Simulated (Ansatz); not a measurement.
## TiAl3: geometry relaxation (part 2 of 2)

The same run, continued: TiAl3 (I4/mmm, 4 atoms in the cell); DFT PBE, scalar-relativistic, plane waves, PAW, no spin polarisation (Ansatz 0.2.0); cutoff 420 eV, 16×16×16 k-mesh, Gaussian smearing of 0.1 eV. The structure derives from a Materials Project entry.

Geometry of the input (Å; fractional positions):
```
-1.9111  1.9111  4.2807
1.9111  -1.9111  4.2807
1.9111  1.9111  -4.2807
Ti 0.0000  0.0000  0.0000
Al 0.5000  0.5000  0.0000
Al 0.7500  0.2500  0.5000
Al 0.2500  0.7500  0.5000
```

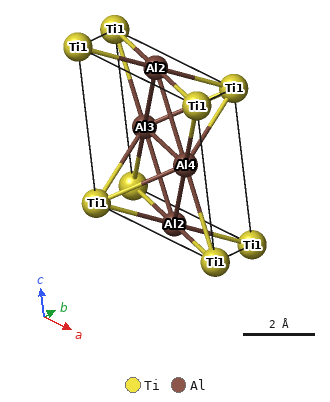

**Figure 1.** The geometry at step 2 of the log (ball-and-stick view of the reduced cell, seen slightly off an axis; atoms are numbered from 1 in the order of the input).

## Log, continued
```
SCF iter   1: F=—  HF=-4113.765466 eV  |F-HF|=—  |Δ(HF+E_count)|=         —  Δρ=3.24e-4  dr2=7.95e-5  ethr=3.17e-7  ⟨swp⟩=2.0  Hψ=32705  notcnv=0
preconditioner: auto → Kerker (q_TF=auto, 2.267 Å⁻¹)  [metal: Δε(μ)=0.012 eV  Ē_g=5.465 eV  σ=0.100 eV  W_gap=0.07  n_scr=10 (ndim 8)  ℏωp=16.8 eV  f_vac=0.000  D(μ)=1.75/eV (n_scr^D=10)]
SCF iter   2: F=—  HF=-4113.765453 eV  |F-HF|=—  |Δ(HF+E_count)|=   1.37e-5  Δρ=2.00e-4  dr2=3.30e-5  ethr=3.17e-7  ⟨swp⟩=1.0  Hψ=5235  notcnv=0
SCF iter   3: F=—  HF=-4113.765438 eV  |F-HF|=—  |Δ(HF+E_count)|=   1.42e-5  Δρ=3.16e-5  dr2=7.09e-7  ethr=1.57e-7  ⟨swp⟩=2.4  Hψ=7468  notcnv=0
iter 4 did not close the SCF: its close was put off for the readings that it lacked (scf_convergence_deferred on its scf_iter line)
SCF iter   4: F=-4113.765438 eV  HF=-4113.765438 eV  |F-HF|=1.62e-8  |Δ(HF+E_count)|=   2.90e-7  Δρ=6.50e-6  dr2=2.27e-8  ethr=3.38e-9  ⟨swp⟩=2.8  Hψ=8625  notcnv=0
iter 5 did not close the SCF: its close was put off for the readings that it lacked (scf_convergence_deferred on its scf_iter line)
SCF iter   5: F=-4113.765438 eV  HF=-4113.765438 eV  |F-HF|=2.15e-9  |Δ(HF+E_count)|=   1.12e-8  Δρ=1.78e-6  dr2=2.61e-9  ethr=1.08e-10  ⟨swp⟩=2.5  Hψ=8415  notcnv=0
SCF iter   6: F=-4113.765438 eV  HF=-4113.765438 eV  |F-HF|=4.00e-11  |Δ(HF+E_count)|=  5.13e-10  Δρ=3.62e-7  dr2=6.20e-11  ethr=1.24e-11  ⟨swp⟩=3.8  Hψ=22192  notcnv=0
SCF 3 converged in 6 iterations: F = -4113.765438 eV  dr2 = 6.20e-11
relax step   3: F+E_penalty+E_count = -4113.76543802 eV  Δ(F+E_penalty+E_count) = -1.755e-3 eV  max|allowed force component| = 1.648e-17 eV/Å  Δτ_max = 0.0000 Å  P = -0.024 GPa  Ω = 63.751 Å³  energy of the carried Pulay correction = -4.267e-4 eV  (6 SCF iters, dr2 threshold 4.00e-7 eV, accepted)
Initial wavefunctions: pseudopotential atomic-orbital guess (no wavefunctions were taken with the density)
iter 1 solved again at ethr=6.88e-8 eV; its pass at ethr=3.10e-3 eV (dr2=1.45e-5 eV) is discarded
SCF iter   1: F=—  HF=-4113.765887 eV  |F-HF|=—  |Δ(HF+E_count)|=         —  Δρ=8.21e-5  dr2=1.10e-7  ethr=6.88e-8  ⟨swp⟩=2.6  Hψ=43021  notcnv=0
SCF iter   2: F=—  HF=-4113.765906 eV  |F-HF|=—  |Δ(HF+E_count)|=   1.88e-5  Δρ=4.16e-5  dr2=2.70e-8  ethr=5.23e-10  ⟨swp⟩=2.0  Hψ=7308  notcnv=0
SCF iter   3: F=—  HF=-4113.765908 eV  |F-HF|=—  |Δ(HF+E_count)|=   2.17e-6  Δρ=1.44e-6  dr2=1.39e-10  ethr=1.28e-10  ⟨swp⟩=2.1  Hψ=7504  notcnv=0
iter 4 did not close the SCF: its close was put off for the readings that it lacked (scf_convergence_deferred on its scf_iter line)
SCF iter   4: F=-4113.765908 eV  HF=-4113.765908 eV  |F-HF|=5.46e-12  |Δ(HF+E_count)|=   2.23e-9  Δρ=1.96e-7  dr2=2.44e-11  ethr=1.00e-12  ⟨swp⟩=2.0  Hψ=8465  notcnv=0
iter 5 did not close the SCF: its close was put off for the readings that it lacked (scf_convergence_deferred on its scf_iter line)
SCF iter   5: F=-4113.765908 eV  HF=-4113.765908 eV  |F-HF|=0.00e0  |Δ(HF+E_count)|=  3.64e-12  Δρ=2.88e-8  dr2=6.28e-13  ethr=1.00e-12  ⟨swp⟩=1.0  Hψ=5235  notcnv=0
iter 6 did not close the SCF: its close was put off for the readings that it lacked (scf_convergence_deferred on its scf_iter line)
SCF iter   6: F=-4113.765908 eV  HF=-4113.765908 eV  |F-HF|=1.82e-12  |Δ(HF+E_count)|=  1.82e-12  Δρ=6.66e-9  dr2=4.19e-14  ethr=1.00e-12  ⟨swp⟩=1.0  Hψ=5235  notcnv=0
iter 7 did not close the SCF: its close was put off for the readings that it lacked (scf_convergence_deferred on its scf_iter line)
SCF iter   7: F=-4113.765908 eV  HF=-4113.765908 eV  |F-HF|=0.00e0  |Δ(HF+E_count)|=    0.00e0  Δρ=1.53e-9  dr2=1.89e-15  ethr=1.00e-12  ⟨swp⟩=1.0  Hψ=5235  notcnv=0
SCF iter   8: F=-4113.765908 eV  HF=-4113.765908 eV  |F-HF|=1.82e-12  |Δ(HF+E_count)|=  1.82e-12  Δρ=3.39e-10  dr2=1.26e-16  ethr=1.00e-12  ⟨swp⟩=2.0  Hψ=13204  notcnv=0
SCF 4 converged in 8 iterations: F = -4113.765908 eV  dr2 = 1.26e-16
relax step   4: F+E_penalty+E_count = -4113.76590810 eV  Δ(F+E_penalty+E_count) = -4.701e-4 eV  max|allowed force component| = 6.939e-18 eV/Å  Δτ_max = 0.0000 Å  P = -0.013 GPa  Ω = 63.751 Å³  stress off target by 2.33e-2 GPa  SCF on the basis re-selected at this cell (its energy is not comparable with the rows above)  (8 SCF iters)
basis re-selected at this cell: Δ(F+E_penalty+E_count) = -4.701e-4 eV, ΔP = +0.012 GPa vs the last step (what re-selecting the basis moved, of the pressure what is left beyond the Pulay correction that the steps carried, after the strain that the cell walked since its last selection, with what the two solves' SCF thresholds leave and, on support functions, any second-order correction that the steps lacked; it is no measure of the basis error at this ecutwfc). This SCF's stress stands 2.33e-2 GPa from its target on what of the cell is left free (relax.cell.stress_tol is 5.00e-2 GPa) and its largest allowed force component is 6.94e-18 eV/Å (relax.f_tol is 5.00e-3 eV/Å): within both
SCF converged after 8 iterations
Free energy (F): -4113.765908 eV
Harris-Foulkes:  -4113.765908 eV  (|F-HF|=1.82e-12)
Internal energy: -4113.757158 eV  (E = F + TS)
E sigma→0 (E₀):  -4113.761533 eV
Entropy (-TS):   -0.008751 eV (-2.188 meV/atom)
Fermi energy:    9.491920 eV
--- Per-component energies (eV) ---
  E_band       = -154.588679
  E_kinetic    = 343.016676
  E_local      = -1196.795480  (includes V_loc(G=0)·N_el)
  E_nonlocal   = 40.161153
  E_hartree    = 526.198641
  E_xc         = -217.838112
  E_vxc        = -210.366101  (∫ρ·V_xc dr)
  E_paw        = -2450.611850  (= ΣΔE_a)
  E_vpaw       = -183.002328  (= ΣTr[D̂ρ^β])
  E_aug_tail   = 0.000117  (compensation charges beyond the density's cutoff)
  E_ewald      = -1157.888303
  E_smearing   = -0.008751  (= −TS)
  E_closure    = -0.000000  (closes the sum)
  Σ components = -4113.765908   (vs F -4113.765908, Δ=0.00e0)
--- Forces (eV/Å), atoms counted from 1 ---
  atom   1  Ti     0.00000000     0.00000000     0.00000000
  atom   2  Al    -0.00000000     0.00000000    -0.00000000
  atom   3  Al    -0.00000000    -0.00000000     0.00000000
  atom   4  Al     0.00000000    -0.00000000     0.00000000
  max |Σ_I F_I| component: 1.39e-17 eV/Å
--- Stress (GPa, compression-positive) ---
       -0.007491       0.000000      -0.000000
        0.000000      -0.007491       0.000000
        0.000000      -0.000000      -0.023304
  P = ⅓ Tr σ = -0.0128 GPa (-0.128 kbar)
--- Band table (eV; the first three rows and the last of 349) ---
  k-point 0: bands = ["-46.9896", "-23.3061", "-23.3061", "-23.2303", "-0.5365", "6.6287", "6.8762", "8.1158", "8.2791", "8.2791", "10.3087", "11.1994", "11.1994", "11.7146", "11.8395"]
  k-point 1: bands = ["-46.9896", "-23.3071", "-23.3069", "-23.2302", "-0.4558", "6.6969", "6.8317", "8.0202", "8.0242", "8.2705", "9.9310", "11.2890", "11.3211", "11.5642", "12.0806"]
  k-point 2: bands = ["-46.9893", "-23.3099", "-23.3093", "-23.2298", "-0.2152", "6.7047", "6.8893", "7.4464", "7.7992", "8.2509", "9.1764", "11.3867", "11.4732", "11.4799", "12.4296"]
  k-point 348: bands = ["-46.9896", "-23.3063", "-23.3063", "-23.2330", "1.0611", "1.9529", "7.5144", "8.5644", "8.5644", "9.2590", "10.1899", "10.1899", "10.4234", "12.5264", "14.1037"]
--- Relaxed structure (3 steps of the walk, 3 accepted, 1 SCFs on fresh bases) ---
  F+E_penalty+E_count = -4113.76590810 eV   max|allowed force component| = 6.939e-18 eV/Å   (the final SCF, on the basis selected at the relaxed cell)
  cell:  # Å, volume = 63.7514 Å³
    - [-1.9226734292562437, 1.9226734292562437, 4.31140479673723]
    - [1.9226734292562437, -1.9226734292562437, 4.31140479673723]
    - [1.9226734292562437, 1.9226734292562437, -4.31140479673723]
  atoms:
    - { symbol: Ti, position: [-7.873096321191022e-37, 3.9365481605955106e-36, 3.149238528476408e-36] }
    - { symbol: Al, position: [0.49999999999999994, 0.49999999999999994, 1.6199409803369102e-35] }
    - { symbol: Al, position: [0.75, 0.24999999999999997, 0.5] }
    - { symbol: Al, position: [0.24999999999999997, 0.75, 0.5] }
```

## Trajectory as extended XYZ (Å, eV, eV/Å), 4 frames, from step=1 to step=4
```
4
Lattice="-1.9111 1.9111 4.2807 1.9111 -1.9111 4.2807 1.9111 1.9111 -4.2807" Properties=species:S:1:pos:R:3:forces:R:3 step=1 energy=-4113.75814 pressure_GPa=2.10
Ti    0.0000    0.0000    0.0000    0.0000   0.0000   0.0000
Al    0.0000    0.0000    4.2807    0.0000   0.0000   0.0000
Al    0.0000    1.9111    2.1403    0.0000   0.0000   0.0000
Al    1.9111    0.0000    2.1403    0.0000   0.0000   0.0000
4
Lattice="-1.9248 1.9248 4.3339 1.9248 -1.9248 4.3339 1.9248 1.9248 -4.3339" Properties=species:S:1:pos:R:3:forces:R:3 step=2 energy=-4113.76368 pressure_GPa=-0.78
Ti    0.0000    0.0000    0.0000    0.0000   0.0000   0.0000
Al    0.0000    0.0000    4.3339    0.0000   0.0000   0.0000
Al    0.0000    1.9248    2.1670    0.0000   0.0000   0.0000
Al    1.9248    0.0000    2.1670    0.0000   0.0000   0.0000
4
Lattice="-1.9227 1.9227 4.3114 1.9227 -1.9227 4.3114 1.9227 1.9227 -4.3114" Properties=species:S:1:pos:R:3:forces:R:3 step=3 energy=-4113.76544 pressure_GPa=-0.02
Ti    0.0000    0.0000    0.0000    0.0000   0.0000   0.0000
Al    0.0000    0.0000    4.3114    0.0000   0.0000   0.0000
Al    0.0000    1.9227    2.1557    0.0000   0.0000   0.0000
Al    1.9227    0.0000    2.1557    0.0000   0.0000   0.0000
4
Lattice="-1.9227 1.9227 4.3114 1.9227 -1.9227 4.3114 1.9227 1.9227 -4.3114" Properties=species:S:1:pos:R:3:forces:R:3 step=4 energy=-4113.76591 pressure_GPa=-0.01
Ti    0.0000    0.0000    0.0000    0.0000   0.0000   0.0000
Al    0.0000    0.0000    4.3114    0.0000   0.0000   0.0000
Al    0.0000    1.9227    2.1557    0.0000   0.0000   0.0000
Al    1.9227    0.0000    2.1557    0.0000   0.0000   0.0000
```

## Summary

- outcome: converged
- space group (tolerance 0.01 Å): I4/mmm (139)
- electrons treated: 21
- free energy: −4113.7659 eV
- Fermi energy: 9.492 eV
- gap on the k-point mesh: none (metallic)
- pressure: −0.01 GPa
- final volume: 63.75 Å³
- largest force (length of the vector) at the end: under 0.001 eV/Å
- final cell: a = 5.097 Å, b = 5.097 Å, c = 5.097 Å, α = 135.68°, β = 135.68°, γ = 64.48°
- hardware: 2 threads of Intel Xeon @ 2.50GHz (Skylake/Cascade Lake), 189 GiB of memory available, shared host
- wall time: 92 s (CPU time 3 min)
- peak memory: 0.64 GiB
